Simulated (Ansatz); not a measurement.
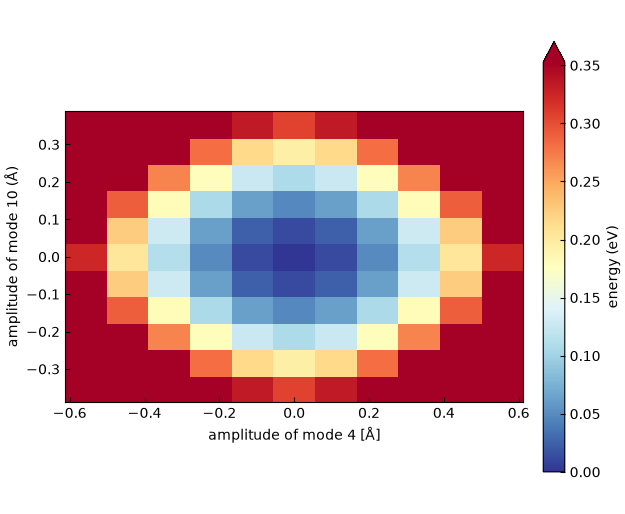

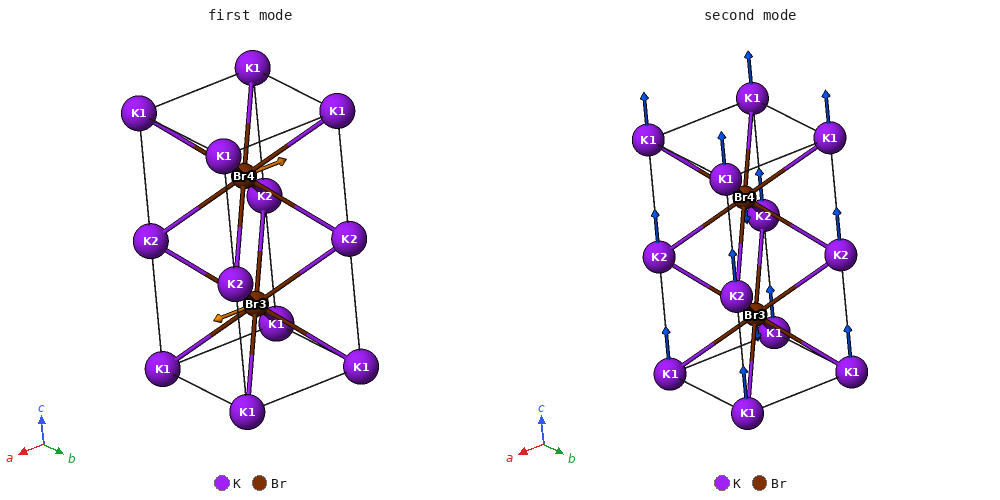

Energy landscape of KBr (Pm-3m, No. 221; 4 atoms in the cell). The energy is mapped over two normal modes frozen in (zone-centre modes of the 4-atom cell of this scan, which folds in the wave vector (0, 0, 1/2) of the primitive cell). Coordinates scanned: (1) amplitude of mode 4 (57 cm⁻¹), largest displacement; (2) amplitude of mode 10 (106 cm⁻¹), largest displacement. Nothing is relaxed (the cell and all other modes fixed). Grid: 11 × 11 points; 36 points were computed and 85 follow by symmetry. Points are written as (first, second). Energies: eV per cell, counted from the lowest grid point. Level of theory: DFT LDA, scalar-relativistic, plane waves, PAW (Ansatz 0.2.0). Settings: cutoff 420 eV, k-mesh 6×6×4 in the order of the run's cell vectors, gaussian smearing 0.05 eV, no spin polarisation.

In the figure: one coloured cell a grid point, one colour for all values above the top of the scale. The second picture is the structure at the lowest point

> What does the map say about the system?

The lowest grid point is at (0.000 Å, 0.000 Å). No other kind of well shows on this grid. The highest grid point, (−0.557 Å, −0.354 Å), lies 1.002 eV above the lowest. The gap on the k-mesh is 4.0 eV at the lowest point and runs from 4.0 to 4.2 eV over the map.

The whole map (36 points run) took 4.7 min on 1 thread of Arm Neoverse V1, on a shared host.
